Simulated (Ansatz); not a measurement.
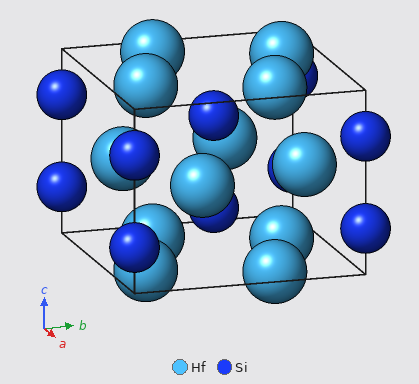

A spheres-only rendering, viewed slightly off an axis. The lines enclose the conventional unit cell; boundary atoms appear with their images. Cell: a = 6.530 Å, b = 6.530 Å, c = 5.147 Å, α = 90.00°, β = 90.00°, γ = 90.00°.

- It has the composition Hf₂Si.
- The lattice is body-centred tetragonal and the space group I4/mcm (No. 140).
- Content of the cell: 8 Hf, 4 Si (Z = 4).

Origin of the cell: a structure listed in the Materials Project. Relaxation method: DFT r2SCAN+D3(BJ), scalar-relativistic, plane waves, PAW (Ansatz 0.2.0).
